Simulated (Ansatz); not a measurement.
# Run report: WC, geometry relaxation

WC (P-6m2, 2 atoms in the cell), computed with DFT, PBE, dispersion d3bj, plane waves, norm-conserving potentials, no spin polarisation (Ansatz 0.2.0).

The structure derives from an entry of the Crystallography Open Database. Figures and captions count atoms from 1; the log counts them from 0 in places.

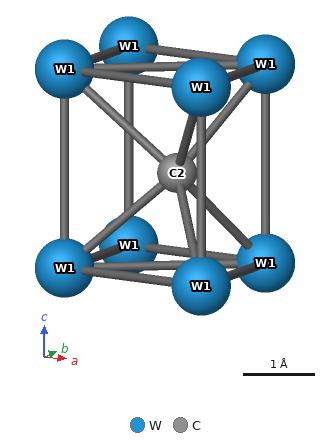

The structure as given in the input (ball-and-stick view of the cell of the calculation, seen slightly off an axis; atoms are numbered from 1 in the order of the input). An atom can appear more than once, as a periodic image.

### The input
```yaml
crystal:
  lattice:
    - [2.900501436, 0.0, 0.0]
    - [-1.450250718, 2.5119079273, 0.0]
    - [0.0, 0.0, 2.829]
  atoms:
    - { symbol: W, position: [0.0, 0.0, 0.0] }
    - { symbol: C, position: [0.6666666667, 0.3333333333, 0.5] }
kpoints:
  mp_grid: { grid: [18, 18, 14] }
hamiltonian:
  xc: pbe
  dispersion: d3bj
  pseudopotentials: { kind: nc, accuracy: standard }
scf:
  occupations: { method: gaussian, width: 0.1 }
  mixing: { preconditioner: local_kerker }
output:
  forces: true
  eigenvalues: true
  stress: true
relax:
  adjacent_minimum: "off"
  f_tol: 0.005
  max_steps: 80
  cell: { stress_tol: 0.05 }
```

Launched with:
```bash
ansatz run input.yaml --threads 4 --pin off --max-ram 10240MiB --backend cpu --events-out ev --progress --plain --runs-dir out
```

### Log
```
Engine: ansatz 0.2.0, aarch64-unknown-linux-gnu
Pseudopotentials: kind: nc
Pseudopotential: W, nc, valence charge 14, recommended cutoff 1006.821291 eV (normal), W.nc.azcp (PseudoDojo's, or run here from an input of PseudoDojo's; its table is named by hamiltonian.pseudopotentials.accuracy)
Pseudopotential: C, nc, valence charge 4, recommended cutoff 1115.666836 eV (normal), C.nc.azcp (PseudoDojo's, or run here from an input of PseudoDojo's; its table is named by hamiltonian.pseudopotentials.accuracy)
Functional definition: PBE
  parameter kappa = 0.804
  parameter beta = 0.06672455060314922
  exchange = pbe_x(kappa = kappa, mu = beta*pi^2/3)
  correlation = pbe_c(beta = beta)
Crystal: 2 atoms, lattice volume = 20.612 Å³
Basis set: ecut = 1115.666836 eV, 1737 PW (Γ), exchange–correlation on 64×64×64 points (8 copies of the dense FFT grid, shifted against one another)
Bands: 13, of which v1, the nominal top of the filled ones, is band 9 counted from 1 (8 counted from 0)
Symmetry: 12 space group operations
Space group: P-6m2 (ITA 187), of the structure as read, at distance tolerance 2.7e-5 Å
k-points: 296 of 4536 (time reversal used)
Non-local potential: W, projectors of the file, l = 0: 2, l = 1: 2, l = 2: 2, l = 3: 2
Non-local potential: C, projectors of the file, l = 0: 2, l = 1: 2
Initial density: superposition of atomic densities (chi_scale 0.1, normalization cell, long waves kept (reshape's long-wave potential 0.00 eV rms))
Initial wavefunctions: pseudopotential atomic-orbital guess
Functional: x = pbe(κ = 0.804, μ = 0.2195149727645171), c = pbe(β = 0.06672455060314922)
SCF iter   1: F=—  HF=-2230.507821 eV  |F-HF|=—  |Δ(HF+E_count)|=         —  Δρ=1.40e-1  dr2=5.28e0  ethr=3.10e-3  ⟨swp⟩=6.1  Hψ=24764  notcnv=0
SCF iter   2: F=—  HF=-2229.247652 eV  |F-HF|=—  |Δ(HF+E_count)|=    1.26e0  Δρ=3.77e-2  dr2=2.99e-1  ethr=3.10e-3  ⟨swp⟩=3.0  Hψ=9826  notcnv=0  defer=1
SCF iter   3: F=—  HF=-2229.190632 eV  |F-HF|=—  |Δ(HF+E_count)|=   5.70e-2  Δρ=1.43e-2  dr2=1.76e-2  ethr=1.66e-3  ⟨swp⟩=2.4  Hψ=7107  notcnv=0  defer=1
SCF iter   4: F=—  HF=-2229.190499 eV  |F-HF|=—  |Δ(HF+E_count)|=   1.33e-4  Δρ=1.13e-3  dr2=1.78e-4  ethr=9.77e-5  ⟨swp⟩=2.1  Hψ=6127  notcnv=0  defer=1
SCF iter   5: F=—  HF=-2229.190491 eV  |F-HF|=—  |Δ(HF+E_count)|=   8.30e-6  Δρ=1.47e-4  dr2=1.10e-6  ethr=9.91e-7  ⟨swp⟩=2.5  Hψ=6339  notcnv=0  defer=1
SCF iter   6: F=—  HF=-2229.190493 eV  |F-HF|=—  |Δ(HF+E_count)|=   2.19e-6  Δρ=1.28e-5  dr2=1.82e-8  ethr=5.56e-10  ⟨swp⟩=9.6  Hψ=25407  notcnv=0
SCF iter   7: F=-2229.190493 eV  HF=-2229.190493 eV  |F-HF|=8.35e-10  |Δ(HF+E_count)|=   2.50e-9  Δρ=2.54e-6  dr2=1.40e-9  ethr=1.01e-10  ⟨swp⟩=2.7  Hψ=14444  notcnv=0
SCF 1 converged in 7 iterations: F = -2229.190493 eV  dr2 = 1.40e-9
relax step   1: F+E_penalty+E_count = -2229.19049319 eV  Δ(F+E_penalty+E_count) = +0.000e0 eV  max|allowed force component| = 1.110e-16 eV/Å  Δτ_max = 0.0000 Å  P = +1.235 GPa  Ω = 20.612 Å³  (7 SCF iters, dr2 threshold 1.00e-7 eV, accepted)
Crystal: 2 atoms, lattice volume = 20.696 Å³
Initial density: handed on by an earlier stage of this run
Initial wavefunctions: those handed on with the density
iter 1 solved again at ethr=1.51e-6 eV; its pass at ethr=3.10e-3 eV (dr2=2.73e-4 eV) is discarded
SCF iter   1: F=—  HF=-2229.190686 eV  |F-HF|=—  |Δ(HF+E_count)|=         —  Δρ=1.08e-3  dr2=2.93e-4  ethr=1.51e-6  ⟨swp⟩=2.0  Hψ=27008  notcnv=0
SCF iter   2: F=—  HF=-2229.190613 eV  |F-HF|=—  |Δ(HF+E_count)|=   7.32e-5  Δρ=3.11e-4  dr2=2.19e-5  ethr=1.51e-6  ⟨swp⟩=2.2  Hψ=4993  notcnv=0
SCF iter   3: F=—  HF=-2229.190607 eV  |F-HF|=—  |Δ(HF+E_count)|=   5.72e-6  Δρ=1.03e-4  dr2=2.31e-6  ethr=1.22e-7  ⟨swp⟩=2.4  Hψ=5119  notcnv=0
SCF iter   4: F=-2229.190606 eV  HF=-2229.190606 eV  |F-HF|=2.22e-8  |Δ(HF+E_count)|=   7.89e-7  Δρ=1.54e-5  dr2=3.40e-8  ethr=1.11e-9  ⟨swp⟩=5.1  Hψ=21768  notcnv=0
SCF 2 converged in 4 iterations: F = -2229.190606 eV  dr2 = 3.40e-8
relax step   2: F+E_penalty+E_count = -2229.19060622 eV  Δ(F+E_penalty+E_count) = -1.130e-4 eV  max|allowed force component| = 1.850e-16 eV/Å  Δτ_max = 0.0000 Å  P = -0.507 GPa  Ω = 20.696 Å³  energy of the carried Pulay correction = -6.250e-5 eV  (4 SCF iters, dr2 threshold 2.00e-7 eV, accepted)
Crystal: 2 atoms, lattice volume = 20.679 Å³
iter 1 solved again at ethr=1.61e-7 eV; its pass at ethr=3.10e-3 eV (dr2=2.90e-5 eV) is discarded
SCF iter   1: F=—  HF=-2229.190716 eV  |F-HF|=—  |Δ(HF+E_count)|=         —  Δρ=3.66e-4  dr2=3.32e-5  ethr=1.61e-7  ⟨swp⟩=3.4  Hψ=29121  notcnv=0
SCF iter   2: F=—  HF=-2229.190707 eV  |F-HF|=—  |Δ(HF+E_count)|=   8.33e-6  Δρ=1.38e-4  dr2=4.32e-6  ethr=1.61e-7  ⟨swp⟩=2.2  Hψ=4972  notcnv=0
SCF iter   3: F=—  HF=-2229.190706 eV  |F-HF|=—  |Δ(HF+E_count)|=   1.54e-6  Δρ=3.88e-5  dr2=3.49e-7  ethr=2.40e-8  ⟨swp⟩=2.8  Hψ=5352  notcnv=0
SCF iter   4: F=-2229.190706 eV  HF=-2229.190706 eV  |F-HF|=1.38e-9  |Δ(HF+E_count)|=   1.19e-7  Δρ=6.27e-6  dr2=2.74e-9  ethr=1.11e-9  ⟨swp⟩=6.8  Hψ=20391  notcnv=0
SCF 3 converged in 4 iterations: F = -2229.190706 eV  dr2 = 2.74e-9
relax step   3: F+E_penalty+E_count = -2229.19070572 eV  Δ(F+E_penalty+E_count) = -9.950e-5 eV  max|allowed force component| = 2.591e-16 eV/Å  Δτ_max = 0.0000 Å  P = -0.106 GPa  Ω = 20.679 Å³  energy of the carried Pulay correction = -4.957e-5 eV  (4 SCF iters, dr2 threshold 2.00e-7 eV, accepted)
Crystal: 2 atoms, lattice volume = 20.671 Å³
iter 1 solved again at ethr=4.39e-9 eV; its pass at ethr=3.10e-3 eV (dr2=7.90e-7 eV) is discarded
SCF iter   1: F=—  HF=-2229.190718 eV  |F-HF|=—  |Δ(HF+E_count)|=         —  Δρ=6.99e-5  dr2=9.37e-7  ethr=4.39e-9  ⟨swp⟩=3.0  Hψ=29442  notcnv=0
SCF iter   2: F=—  HF=-2229.190718 eV  |F-HF|=—  |Δ(HF+E_count)|=   2.30e-7  Δρ=2.98e-5  dr2=1.57e-7  ethr=4.39e-9  ⟨swp⟩=2.1  Hψ=4943  notcnv=0
SCF iter   3: F=-2229.190718 eV  HF=-2229.190718 eV  |F-HF|=4.65e-9  |Δ(HF+E_count)|=   4.85e-8  Δρ=7.28e-6  dr2=9.86e-9  ethr=5.54e-10  ⟨swp⟩=6.1  Hψ=19426  notcnv=0
SCF 4 converged in 3 iterations: F = -2229.190718 eV  dr2 = 9.86e-9
relax step   4: F+E_penalty+E_count = -2229.19071799 eV  Δ(F+E_penalty+E_count) = -1.227e-5 eV  max|allowed force component| = 2.961e-16 eV/Å  Δτ_max = 0.0000 Å  P = +0.022 GPa  Ω = 20.671 Å³  energy of the carried Pulay correction = -4.415e-5 eV  (3 SCF iters, dr2 threshold 9.98e-8 eV, accepted)
Initial wavefunctions: pseudopotential atomic-orbital guess (no wavefunctions were taken with the density)
iter 1 solved again at ethr=2.74e-8 eV; its pass at ethr=3.10e-3 eV (dr2=4.94e-6 eV) is discarded
SCF iter   1: F=—  HF=-2229.190764 eV  |F-HF|=—  |Δ(HF+E_count)|=         —  Δρ=9.44e-6  dr2=1.09e-8  ethr=2.74e-8  ⟨swp⟩=4.7  Hψ=39737  notcnv=0
SCF iter   2: F=—  HF=-2229.190762 eV  |F-HF|=—  |Δ(HF+E_count)|=   1.93e-6  Δρ=5.03e-6  dr2=3.17e-9  ethr=6.05e-11  ⟨swp⟩=2.6  Hψ=7022  notcnv=0
SCF iter   3: F=—  HF=-2229.190762 eV  |F-HF|=—  |Δ(HF+E_count)|=  3.97e-10  Δρ=5.08e-7  dr2=4.31e-11  ethr=1.76e-11  ⟨swp⟩=2.2  Hψ=5349  notcnv=0
SCF iter   4: F=-2229.190762 eV  HF=-2229.190762 eV  |F-HF|=9.09e-13  |Δ(HF+E_count)|=  3.18e-12  Δρ=1.55e-7  dr2=2.33e-12  ethr=1.00e-12  ⟨swp⟩=9.3  Hψ=25109  notcnv=0
SCF 5 converged in 4 iterations: F = -2229.190762 eV  dr2 = 2.33e-12
relax step   5: F+E_penalty+E_count = -2229.19076181 eV  Δ(F+E_penalty+E_count) = -4.382e-5 eV  max|allowed force component| = 2.961e-16 eV/Å  Δτ_max = 0.0000 Å  P = +0.026 GPa  Ω = 20.671 Å³  stress off target by 3.09e-2 GPa  SCF on the basis re-selected at this cell (its energy is not comparable with the rows above)  (4 SCF iters)
```

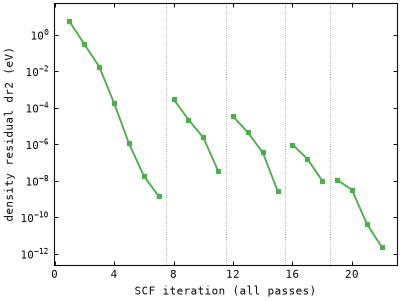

Convergence of the self-consistent field: density residual dr2 against the SCF iteration. The dotted lines part the SCF passes of the relaxation: geometry steps, rejected trials and re-solves on a re-selected basis. The 5 passes take 3 to 7 iterations each, 22 in all.

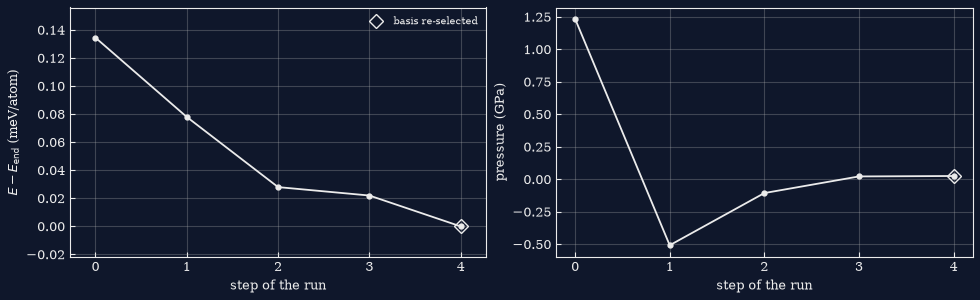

Progress of the relaxation, step by step (the first geometry is step 0 here and step 1 in the log). The energy falls by 0.1 meV per atom in 3 geometry steps. All forces vanish by symmetry, so only the cell relaxes. The pressure goes from 1.23 to 0.03 GPa. The atoms keep their places relative to the cell (all moves are under 0.005 Å). The volume changes by +0.3 %, with a = b 2.901 → 2.902 Å (+0.1 %), c 2.829 → 2.834 Å (+0.2 %). Among the contacts that change: W1–W1 2.829 → 2.834 Å. The space group stays P-6m2 (No. 187). A last SCF at the same geometry on a re-selected plane-wave basis shifts the energy by next to nothing (0.0 meV per atom). (Atoms are counted from 1 in the order of the input.)

```
basis re-selected at this cell: Δ(F+E_penalty+E_count) = -4.382e-5 eV, ΔP = +0.003 GPa vs the last step (what re-selecting the basis moved, of the pressure what is left beyond the Pulay correction that the steps carried, after the strain that the cell walked since its last selection, with what the two solves' SCF thresholds leave and, on support functions, any second-order correction that the steps lacked; it is no measure of the basis error at this ecutwfc). This SCF's stress stands 3.09e-2 GPa from its target on what of the cell is left free (relax.cell.stress_tol is 5.00e-2 GPa) and its largest allowed force component is 2.96e-16 eV/Å (relax.f_tol is 5.00e-3 eV/Å): within both
SCF converged after 4 iterations
Free energy (F): -2229.190762 eV
Harris-Foulkes:  -2229.190762 eV  (|F-HF|=9.09e-13)
Internal energy: -2229.189443 eV  (E = F + TS)
E sigma→0 (E₀):  -2229.190103 eV
Entropy (-TS):   -0.001318 eV (-0.659 meV/atom)
Fermi energy:    20.629899 eV
--- Per-component energies (eV) ---
  E_band       = -58.118198
  E_kinetic    = 664.780157
  E_local      = -1158.352822  (includes V_loc(G=0)·N_el)
  E_nonlocal   = 337.212401
  E_hartree    = 236.945693
  E_xc         = -510.227214
  E_vxc        = -375.649302  (∫ρ·V_xc dr)
  E_ewald      = -1798.620010
  E_disp       = -0.927648  (pairwise vdW)
  E_smearing   = -0.001318  (= −TS)
  E_closure    = -0.000000  (closes the sum)
  Σ components = -2229.190762   (vs F -2229.190762, Δ=0.00e0)
--- Forces (eV/Å), atoms counted from 1 ---
  atom   1  W      0.00000000     0.00000000     0.00000000
  atom   2  C      0.00000000     0.00000000     0.00000000
  max |Σ_I F_I| component: 1.78e-15 eV/Å
--- Stress (GPa, compression-positive) ---
        0.030872      -0.000000       0.000000
        0.000000       0.030872       0.000000
        0.000000       0.000000       0.014972
  P = ⅓ Tr σ = 0.0256 GPa (0.256 kbar)
--- Band table (eV; the first three rows and the last of 296) ---
  k-point 0: bands = ["-53.3708", "-17.3521", "-17.2476", "-17.2476", "6.1514", "16.3073", "17.2825", "17.2825", "20.7083", "23.8910", "23.8910", "26.2636", "26.2636"]
  k-point 1: bands = ["-53.3688", "-17.3913", "-17.2442", "-17.2442", "6.2771", "16.2457", "17.3395", "17.3395", "20.6893", "23.4458", "23.4458", "26.5330", "26.5330"]
  k-point 2: bands = ["-53.3631", "-17.4997", "-17.2348", "-17.2348", "6.6427", "15.9817", "17.5049", "17.5049", "20.7767", "22.5682", "22.5682", "26.8450", "26.8450"]
  k-point 295: bands = ["-53.2641", "-17.9057", "-17.7498", "-17.6980", "9.6554", "13.3890", "15.2176", "19.0160", "19.9794", "25.0616", "27.0619", "28.2629", "29.8219"]
--- Relaxed structure (4 steps of the walk, 4 accepted, 1 SCFs on fresh bases) ---
  F+E_penalty+E_count = -2229.19076181 eV   max|allowed force component| = 2.961e-16 eV/Å   (the final SCF, on the basis selected at the relaxed cell)
  cell:  # Å, volume = 20.6712 Å³
    - [2.9023743082884152, 0.0, 0.0]
    - [-1.4511871541442076, 2.5135298822690557, 0.0]
    - [0.0, 0.0, 2.833531955180347]
  atoms:
    - { symbol: W, position: [-3.700743415524895e-17, -5.3159250528208734e-33, 0.0] }
    - { symbol: C, position: [0.6666666666666667, 0.33333333333333337, 0.49999999999999994] }
```

### Trajectory as extended XYZ (Å, eV, eV/Å), 5 frames, from step=1 to step=5
```
2
Lattice="2.9005 0.0000 0.0000 -1.4503 2.5119 0.0000 0.0000 0.0000 2.8290" Properties=species:S:1:pos:R:3:forces:R:3 step=1 energy=-2229.19049 pressure_GPa=1.23
W     0.0000    0.0000    0.0000    0.0000   0.0000   0.0000
C     1.4503    0.8373    1.4145    0.0000   0.0000   0.0000
2
Lattice="2.9023 0.0000 0.0000 -1.4512 2.5135 0.0000 0.0000 0.0000 2.8370" Properties=species:S:1:pos:R:3:forces:R:3 step=2 energy=-2229.19061 pressure_GPa=-0.51
W     0.0000    0.0000    0.0000    0.0000   0.0000   0.0000
C     1.4512    0.8378    1.4185    0.0000   0.0000   0.0000
2
Lattice="2.9031 0.0000 0.0000 -1.4516 2.5142 0.0000 0.0000 0.0000 2.8331" Properties=species:S:1:pos:R:3:forces:R:3 step=3 energy=-2229.19071 pressure_GPa=-0.11
W     0.0000    0.0000    0.0000    0.0000   0.0000   0.0000
C     1.4516    0.8381    1.4165    0.0000   0.0000   0.0000
2
Lattice="2.9024 0.0000 0.0000 -1.4512 2.5135 0.0000 0.0000 0.0000 2.8335" Properties=species:S:1:pos:R:3:forces:R:3 step=4 energy=-2229.19072 pressure_GPa=0.02
W     0.0000    0.0000    0.0000    0.0000   0.0000   0.0000
C     1.4512    0.8378    1.4168    0.0000   0.0000   0.0000
2
Lattice="2.9024 0.0000 0.0000 -1.4512 2.5135 0.0000 0.0000 0.0000 2.8335" Properties=species:S:1:pos:R:3:forces:R:3 step=5 energy=-2229.19076 pressure_GPa=0.03
W     0.0000    0.0000    0.0000    0.0000   0.0000   0.0000
C     1.4512    0.8378    1.4168    0.0000   0.0000   0.0000
```

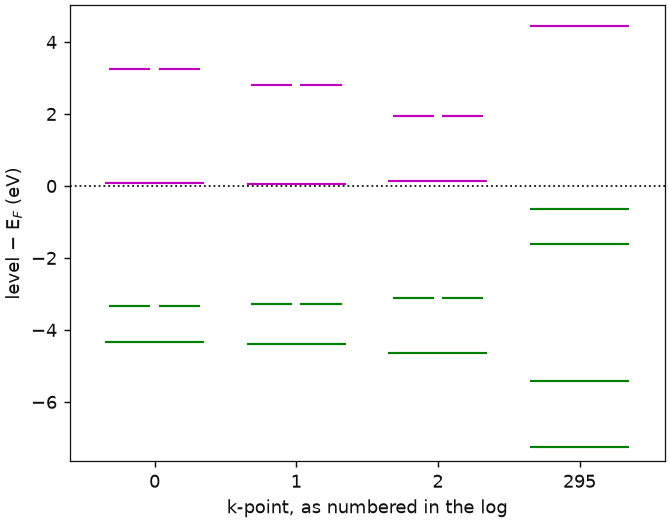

Kohn–Sham levels near the Fermi level (dotted) at the few k-points that the log prints; levels within 0.02 eV of each other stand side by side. The system is metallic on the full mesh.

### Summary

- outcome: converged
- space group (tolerance 0.01 Å): P-6m2 (187)
- electrons treated: 18
- free energy: −2229.1908 eV
- Fermi energy: 20.630 eV
- gap on the k-point mesh: none (metallic)
- pressure: 0.03 GPa
- final volume: 20.67 Å³
- largest force (length of the vector) at the end: under 0.001 eV/Å
- final cell: a = 2.902 Å, b = 2.902 Å, c = 2.834 Å, α = 90.00°, β = 90.00°, γ = 120.00°
- hardware: 4 threads of Arm Neoverse V1, 24 GiB of memory available, shared host
- wall time: 48 s (CPU time 3.2 min)
- peak memory: 0.59 GiB

### Remarks

Settings chosen away from the usual ones: hamiltonian.pseudopotentials set to {"kind": "nc", "accuracy": "standard"}; scf.mixing.preconditioner set to local_kerker; basis.ecutwfc removed. Spin–orbit coupling is left out, which matters for W.
